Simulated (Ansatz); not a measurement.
## Na: an electron-density study

Space group Pm-3n. This isn't the usual form at ambient conditions. The cell comes from a database of computed structures, not from a measurement.

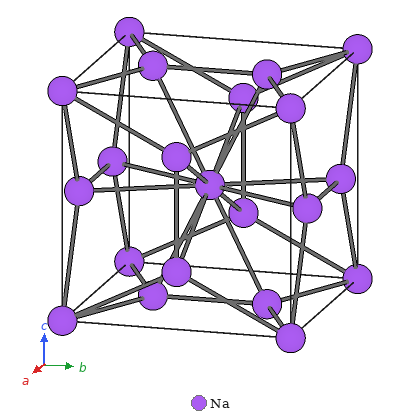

The conventional cell.

```
Na
1.0
     6.69669    0.00000    0.00000
     0.00000    6.69669    0.00000
     0.00000    0.00000    6.69669
Na
8
Direct
  0.00000 0.00000 0.00000
  0.50000 0.25000 0.00000
  0.50000 0.75000 0.00000
  0.00000 0.50000 0.25000
  0.25000 0.00000 0.50000
  0.75000 0.00000 0.50000
  0.50000 0.50000 0.50000
  0.00000 0.50000 0.75000
```

Theory: Ansatz 0.2.0, DFT PBE, scalar-relativistic, plane waves, PAW.

Core electrons are frozen (PAW), so the maps are meaningful between the atoms, not at the nuclei.

## 1. Bonding charge

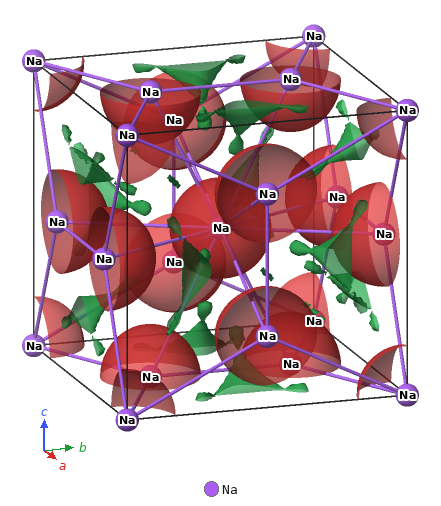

Deformation density (self-consistent density less superposed neutral spherical atoms): green surfaces at +0.004 and red ones at −0.004 e/Å³, in the conventional cell seen slightly off an axis (the regions close to the nuclei are left out). Cores are masked to 1.0 Å (Na).

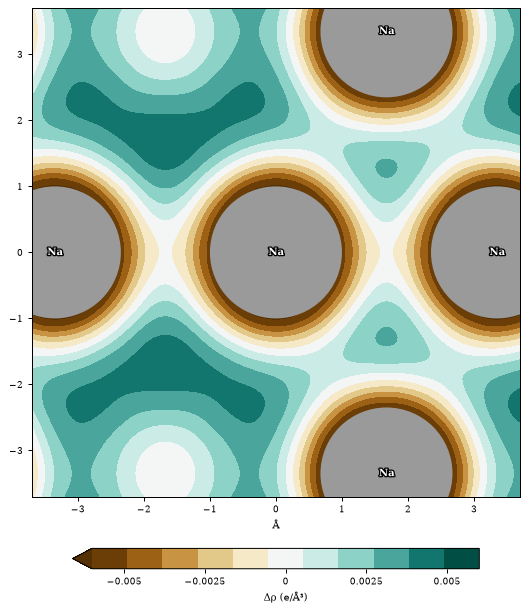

Also shown: a map on the (100) plane of the conventional cell, with grey discs over the atomic cores.

Describe the bonding charge.

Na–Na (3.35 Å): Δρ is about zero at the midpoint. Over the whole cell, outside the masked cores, the largest gain, 0.005 e/Å³, lies 2.4 Å from a sodium nucleus, and the largest loss lies at the edge of the masked core of Na. The rearranged charge, half the integral of |Δρ|, is about 0.05 e an atom.

## 2. States by energy

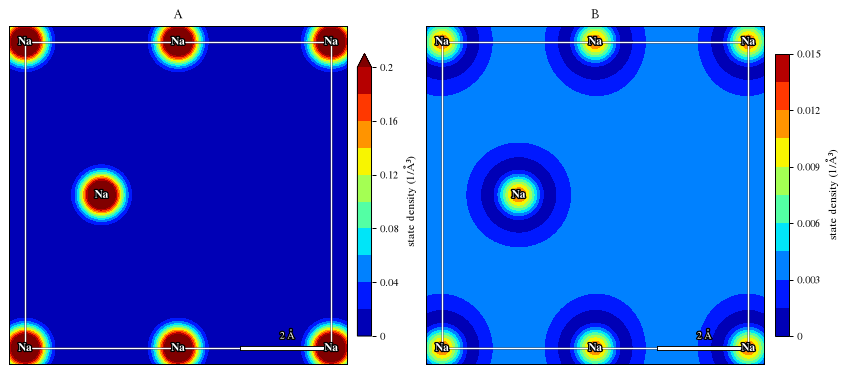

Na: densities of the states in two energy windows, on the (001) plane of the conventional cell.

The windows, about the Fermi level, are −25.02 to −24.90 eV and −0.25 to +0.25 eV. Which panel shows which?

Panel A: −25.02 to −24.90 eV, a separate group of bands (semicore or deep states), mainly Na 2p (over 95 %).
Panel B: −0.25 to +0.25 eV, the states at the Fermi level, mainly Na 3s (over 95 %).
The characters are Löwdin shares on a minimal set of atomic orbitals.

## 3. Change of volume

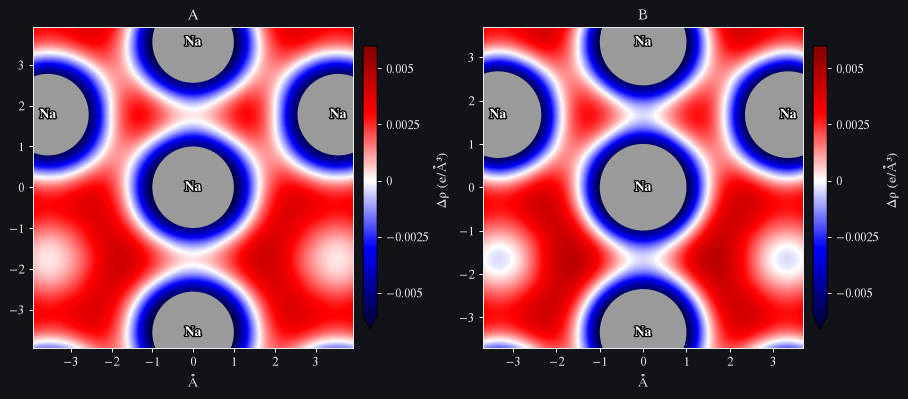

Na: deformation density on the (010) plane of the conventional cell at two volumes, with the same fractional coordinates and one colour scale. Grey discs cover the cores.

How do the two volumes compare, and how does the bonding charge respond?

A is the larger cell: A has 120 % of the volume of B.
From B to A, Na–Na goes from 3.35 to 3.56 Å, and Δρ at its midpoint stays at about zero.
The pressure is 0.0 GPa in B and −1.0 GPa in A.
The rearranged charge is 0.05 e an atom in B and 0.06 e in A.

## 4. Moving an atom

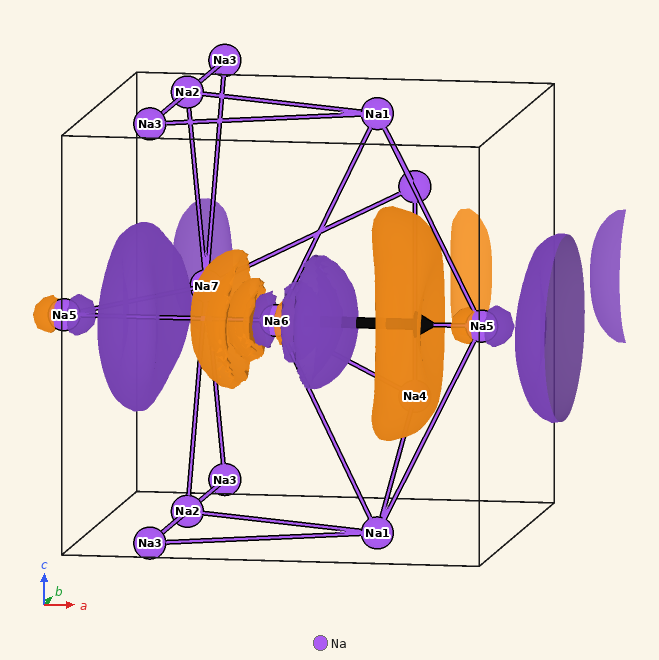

Na6 was moved by 0.05 Å along [1 0 0] in the axes of the cell drawn (arrow, not to scale). Change of the density less the rigid motion of the neutral atom's own density: orange surfaces at +0.0002 and purple ones at −0.0002 e/Å³, in the cell of the calculation (origin moved) seen slightly off an axis.

Describe the electronic response.

About 0.01 e is rearranged in the cell. Outside the cores the largest gain, 0.0003 e/Å³, lies 1.2 Å from a sodium nucleus, and the largest loss, 0.0003 e/Å³, lies 1.1 Å from a sodium nucleus.

How much does the computed force on the atom change?

The force on it changes by 0.06 eV/Å along the move, against it: a stiffness of about 1.1 eV/Å² for this sublattice shift.

## 5. Putting it together

The two pressures give a mean stiffness −ΔP/Δln V of about 5.3 GPa over this range, with the atoms held at their fractional positions.

Run times: 32 s (base cell), 10 s (state densities), 35 s (scaled cell) and 58 s (moved atom), on 2 threads of Intel(R) Xeon(R) Processor @ 2.70GHz, on a shared host.
